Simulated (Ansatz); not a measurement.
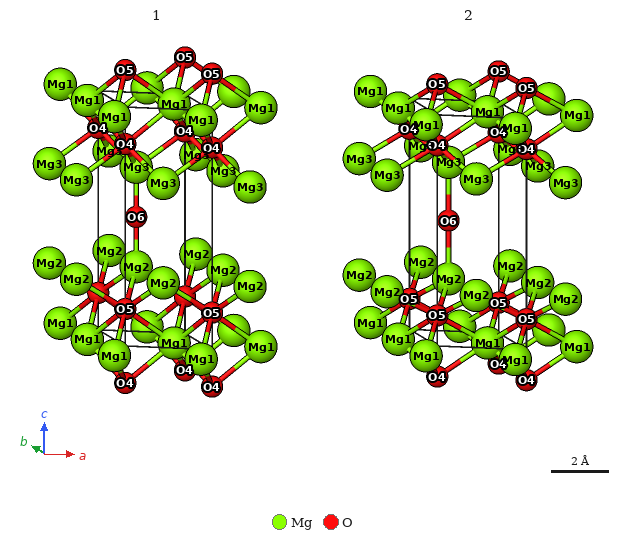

Two geometries of solid MgO (a generated structure, set up in P-6m2) (coarse preliminary run), drawn at one scale. One is the start of a relaxation, the other its converged end. A ball-and-stick model of the cell of the calculation, seen slightly off an axis.

These are results of DFT PBE, scalar-relativistic, plane waves, PAW in Ansatz 0.2.0, not measurements. (plane-wave cutoff 420 eV; k-point mesh 6 × 6 × 2; occupations gaussian; smearing width 0.1 eV; collinear spin; cell and atoms relaxed; force threshold 0.04 eV/Å; at most 70 steps)

Which geometry has the lower energy?

Structure 1 is the relaxed one. The largest moves relative to the cell, 0.38 Å, are those of Mg2 and Mg3. Mg3 goes along −c. By element the largest moves are Mg 0.38 Å, O 0.19 Å. Cell: a = b 3.207 → 3.120 Å (−2.7 %), c 8.274 → 8.553 Å (+3.4 %). Volume −2.2 %. Some distances before and after: Mg1–Mg2 2.764 → 3.078 Å, Mg2–O6 2.086 → 1.780 Å, Mg1–O4 2.150 → 2.236 Å, Mg2–O5 2.086 → 2.149 Å. Bond angles that change, for instance: O4–Mg1–O5 61.1° → 72.6°, O4–Mg1–O4 96.5° → 88.5°, Mg1–O4–Mg1 96.5° → 88.5°. The space group stays P-6m2 (No. 187). Over 5 accepted moves (6 points after the start) the energy falls by 415 meV per atom. Largest force component: 4.5 eV/Å at the start, 0.04 eV/Å at the end. Pressure: 4.46 GPa at the start and −0.02 GPa at the end. At 1 point the geometry stayed and the basis and grid were re-selected for the new cell (energy shift of 0.1 meV per atom at most each time). The program noted that the starting moments weren't kept. The run may lie on a higher electronic state than the lowest, so the end point isn't shown to be the ground-state structure.

Limits of the set-up: the k-point mesh is coarse for a cell with partly filled bands.
